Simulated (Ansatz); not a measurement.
## Two runs on WSe2

System: WSe2 (6 atoms in the cell).
Method of run 1: DFT PBEsol+D3(BJ), scalar-relativistic, plane waves, PAW, no spin polarisation (Ansatz 0.2.0).

The structure derives from a Materials Project entry. Text and figures count atoms from 1; the logs count them from 0 in places.

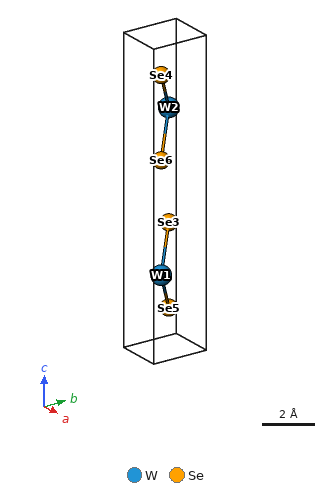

The input geometry (ball-and-stick view of the cell of the calculation, seen slightly off an axis; atoms are numbered from 1 in the order of the input). An atom can appear more than once, as a periodic image. Near neighbours in the periodic cell (some may lie outside the picture): W has 6 Se at 2.51 Å; Se has 3 W at 2.51 Å.

**Input file, run 1**
```yaml
crystal:
  lattice:
    - [3.2304797333, 0.0, 0.0]
    - [-1.6152398667, 2.7976775155, 0.0]
    - [0.0, 0.0, 12.4166794798]
  atoms:
    - { symbol: W, position: [0.6666666667, 0.3333333333, 0.2499277596] }
    - { symbol: W, position: [0.3333333333, 0.6666666667, 0.7500722404] }
    - { symbol: Se, position: [0.3333333333, 0.6666666667, 0.3853185469] }
    - { symbol: Se, position: [0.6666666667, 0.3333333333, 0.8854642784] }
    - { symbol: Se, position: [0.3333333333, 0.6666666667, 0.1145357216] }
    - { symbol: Se, position: [0.6666666667, 0.3333333333, 0.6146814531] }
basis:
  ecutwfc: 420
kpoints:
  mp_grid: { grid: [12, 12, 4] }
  band_path: { path: [VBM, CBM], npoints: 2 }
hamiltonian:
  xc: pbesol
  dispersion: d3bj
scf:
  occupations: { method: gaussian, width: 0.02 }
output:
  forces: true
  stress: true
  eigenvalues: true
checkpoint:
  read: start.run
  write: ck
  compress: false
  write_wavefunctions: false
  write_every: 100000
```

Launched with:
```bash
ansatz run input.yaml --threads 1 --pin off --max-ram 2560MiB --backend cpu --events-out ev --progress --plain --runs-dir out
```

Hardware: 1 thread of AMD EPYC (Zen 5), 32 GiB of memory available, shared host.

**Output, shortened to warnings, some set-up lines, iterations and results (run 1)**
```
Basis set: ecut = 420 eV, 2249 PW (Γ), exchange–correlation on 48×48×180 points (8 copies of the dense FFT grid, shifted against one another)
Symmetry: 12 space group operations
k-points: 69 of 576
Initial density: read from a saved state, or passed on in memory by an earlier SCF of this step, an earlier step, the calling program or the single point that the run made first
[...]
SCF iter   1: F=—  HF=-42216.283900 eV  |F-HF|=—  |Δ(HF+E_count)|=         —  Δρ=3.96e-6  dr2=2.36e-8  ethr=6.09e-8  ⟨swp⟩=3.6  Hψ=23671  notcnv=0
SCF iter   2: F=-42216.283900 eV  HF=-42216.283900 eV  |F-HF|=7.71e-9  |Δ(HF+E_count)|=   1.05e-8  Δρ=2.62e-6  dr2=9.77e-9  ethr=2.56e-11  ⟨swp⟩=6.9  Hψ=15530  notcnv=0
SCF 1 converged in 2 iterations: F = -42216.283900 eV  dr2 = 9.77e-9
NSCF: frozen V_eff on 34 k-points
NSCF: frozen V_eff on 34 k-points
NSCF: frozen V_eff on 34 k-points
NSCF: frozen V_eff on 34 k-points
NSCF: frozen V_eff on 18 k-points
NSCF: frozen V_eff on 14 k-points
NSCF: frozen V_eff on 11 k-points
NSCF: frozen V_eff on 23 k-points
NSCF: frozen V_eff on 4 k-points
NSCF: frozen V_eff on 10 k-points
NSCF: frozen V_eff on 7 k-points
NSCF: frozen V_eff on 19 k-points
NSCF: frozen V_eff on 16 k-points
NSCF: frozen V_eff on 3 k-points
SCF converged after 2 iterations
Free energy (F): -42216.283900 eV
Harris-Foulkes:  -42216.283900 eV  (|F-HF|=7.71e-9)
Internal energy: -42216.283900 eV  (E = F + TS)
E sigma→0 (E₀):  -42216.283900 eV
Fermi energy:    14.745063 eV
--- Per-component energies (eV) ---
  E_band       = -1565.248838
  E_kinetic    = 1385.074405
  E_local      = -10495.961812  (includes V_loc(G=0)·N_el)
  E_nonlocal   = -2361.896778
  E_hartree    = 5084.391740
  E_xc         = -948.711562
  E_vxc        = -876.195682  (∫ρ·V_xc dr)
  E_paw        = -24344.653441  (= ΣΔE_a)
  E_vpaw       = 614.949338  (= ΣTr[D̂ρ^β])
  E_aug_tail   = -0.002554  (compensation charges beyond the density's cutoff)
  E_ewald      = -10536.140902
  E_disp       = -2.860381  (pairwise vdW)
  E_core_change = 4.477386  (= ΣΔE_core)
  E_smearing   = -0.000000  (= −TS)
  E_closure    = 0.000000  (closes the sum)
  Σ components = -42216.283900   (vs F -42216.283900, Δ=0.00e0)
--- Forces (eV/Å), atoms counted from 1 ---
  atom   1  W      0.00000000     0.00000000     0.00071457
  atom   2  W     -0.00000000    -0.00000000    -0.00071457
  atom   3  Se    -0.00000000    -0.00000000     0.00316539
  atom   4  Se     0.00000000     0.00000000     0.00027768
  atom   5  Se     0.00000000    -0.00000000    -0.00027768
  atom   6  Se     0.00000000     0.00000000    -0.00316539
  max |Σ_I F_I| component: 1.39e-17 eV/Å
--- Stress (GPa, compression-positive) ---
       -0.001322       0.000000       0.000000
       -0.000000      -0.001322       0.000000
        0.000000       0.000000      -0.033793
  P = ⅓ Tr σ = -0.0121 GPa (-0.121 kbar)
```

The input of run 2 differs as follows (lines with − go, lines with + come):
```diff
-    - [3.2304797333, 0.0, 0.0]
-    - [-1.6152398667, 2.7976775155, 0.0]
-    - [0.0, 0.0, 12.4166794798]
+    - [3.2789369293, 0.0, 0.0]
+    - [-1.6394684647, 2.8396426782, 0.0]
+    - [0.0, 0.0, 12.3377054177]
-    - { symbol: W, position: [0.6666666667, 0.3333333333, 0.2499277596] }
-    - { symbol: W, position: [0.3333333333, 0.6666666667, 0.7500722404] }
-    - { symbol: Se, position: [0.3333333333, 0.6666666667, 0.3853185469] }
-    - { symbol: Se, position: [0.6666666667, 0.3333333333, 0.8854642784] }
-    - { symbol: Se, position: [0.3333333333, 0.6666666667, 0.1145357216] }
-    - { symbol: Se, position: [0.6666666667, 0.3333333333, 0.6146814531] }
+    - { symbol: W, position: [0.6666666667, 0.3333333333, 0.2499762188] }
+    - { symbol: W, position: [0.3333333333, 0.6666666667, 0.7500237812] }
+    - { symbol: Se, position: [0.3333333333, 0.6666666667, 0.3847238171] }
+    - { symbol: Se, position: [0.6666666667, 0.3333333333, 0.8847709408] }
+    - { symbol: Se, position: [0.3333333333, 0.6666666667, 0.1152290592] }
+    - { symbol: Se, position: [0.6666666667, 0.3333333333, 0.6152761829] }
```

How does run 2 compare with run 1?

With the same functional and potentials, run 2 lies 6.5 meV per atom higher. The pressure goes from −0.01 to −2.43 GPa. The volume per atom goes from 18.70 to 19.15 Å³. The plane waves at Γ go from 2249 to 2321.

**Output, shortened to warnings, some set-up lines, iterations and results (run 2)**
```
Basis set: ecut = 420 eV, 2321 PW (Γ), exchange–correlation on 48×48×180 points (8 copies of the dense FFT grid, shifted against one another)
Symmetry: 12 space group operations
k-points: 69 of 576
Initial density: read from a saved state, or passed on in memory by an earlier SCF of this step, an earlier step, the calling program or the single point that the run made first
[...]
SCF iter   1: F=—  HF=-42216.244609 eV  |F-HF|=—  |Δ(HF+E_count)|=         —  Δρ=4.26e-7  dr2=2.42e-10  ethr=5.46e-8  ⟨swp⟩=3.5  Hψ=23893  notcnv=0
SCF iter   2: F=-42216.244609 eV  HF=-42216.244609 eV  |F-HF|=4.37e-11  |Δ(HF+E_count)|=   7.77e-9  Δρ=2.21e-7  dr2=5.94e-11  ethr=1.00e-12  ⟨swp⟩=6.8  Hψ=15867  notcnv=0
SCF 1 converged in 2 iterations: F = -42216.244609 eV  dr2 = 5.94e-11
NSCF: frozen V_eff on 34 k-points
NSCF: frozen V_eff on 34 k-points
NSCF: frozen V_eff on 34 k-points
NSCF: frozen V_eff on 8 k-points
NSCF: frozen V_eff on 14 k-points
NSCF: frozen V_eff on 11 k-points
NSCF: frozen V_eff on 23 k-points
NSCF: frozen V_eff on 4 k-points
NSCF: frozen V_eff on 14 k-points
NSCF: frozen V_eff on 7 k-points
NSCF: frozen V_eff on 19 k-points
NSCF: frozen V_eff on 16 k-points
NSCF: frozen V_eff on 3 k-points
SCF converged after 2 iterations
Free energy (F): -42216.244609 eV
Harris-Foulkes:  -42216.244609 eV  (|F-HF|=4.37e-11)
Internal energy: -42216.244609 eV  (E = F + TS)
E sigma→0 (E₀):  -42216.244609 eV
Fermi energy:    14.403106 eV
--- Per-component energies (eV) ---
  E_band       = -1604.024750
  E_kinetic    = 1381.959595
  E_local      = -10643.904644  (includes V_loc(G=0)·N_el)
  E_nonlocal   = -2361.792618
  E_hartree    = 5139.676832
  E_xc         = -947.329309
  E_vxc        = -874.396802  (∫ρ·V_xc dr)
  E_paw        = -24344.707938  (= ΣΔE_a)
  E_vpaw       = 614.758799  (= ΣTr[D̂ρ^β])
  E_aug_tail   = -0.002547  (compensation charges beyond the density's cutoff)
  E_ewald      = -10441.828335
  E_disp       = -2.793031  (pairwise vdW)
  E_core_change = 4.477386  (= ΣΔE_core)
  E_smearing   = -0.000000  (= −TS)
  E_closure    = -0.000000  (closes the sum)
  Σ components = -42216.244609   (vs F -42216.244609, Δ=0.00e0)
--- Forces (eV/Å), atoms counted from 1 ---
  atom   1  W     -0.00000000     0.00000000     0.00038809
  atom   2  W      0.00000000    -0.00000000    -0.00038809
  atom   3  Se     0.00000000    -0.00000000     0.00044426
  atom   4  Se    -0.00000000     0.00000000    -0.00033784
  atom   5  Se     0.00000000    -0.00000000     0.00033784
  atom   6  Se    -0.00000000     0.00000000    -0.00044426
  max |Σ_I F_I| component: 2.31e-18 eV/Å
--- Stress (GPa, compression-positive) ---
       -3.651667       0.000000       0.000000
        0.000000      -3.651667      -0.000000
        0.000000      -0.000000      -0.000032
  P = ⅓ Tr σ = -2.4345 GPa (-24.345 kbar)
```

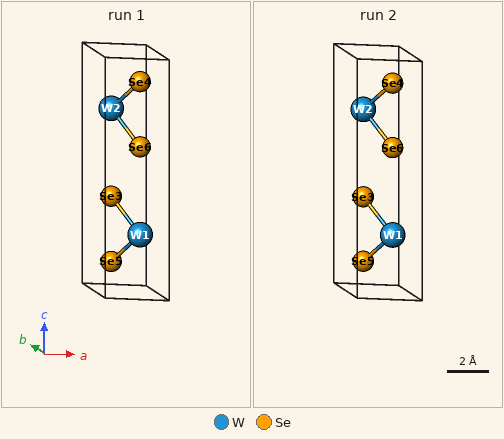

The two input geometries at one scale (ball-and-stick view of the cell of the calculation, seen slightly off an axis). The largest moves relative to the cell, 0.009 Å, are those of Se4 and Se5. By element the largest moves are Se 0.009 Å, W 0.001 Å. (The mean shift of all atoms is removed.) The drawn cell changes as follows: a = b 3.230 → 3.279 Å (+1.5 %), c 12.417 → 12.338 Å (−0.6 %); the volume changes by +2.4 %. Among the contacts that change: W1–Se3 2.511 → 2.519 Å.

**The two runs side by side**

| quantity | run 1 | run 2 |
| --- | --- | --- |
| outcome | converged | converged |
| free energy per atom (eV) | −7036.0473 | −7036.0408 |
| gap on the mesh (eV) | 0.71 | 0.70 |
| pressure (GPa) | −0.01 | −2.43 |
| volume per atom (Å³) | 18.70 | 19.15 |
| largest force (eV/Å) | 0.003 | 0.000 |
| irreducible k-points | 69 | 69 |
| plane waves at Γ | 2249 | 2321 |
| wall time (shared host) | 15 s | 14 s |

For both runs: Spin–orbit coupling is left out, which matters for W.
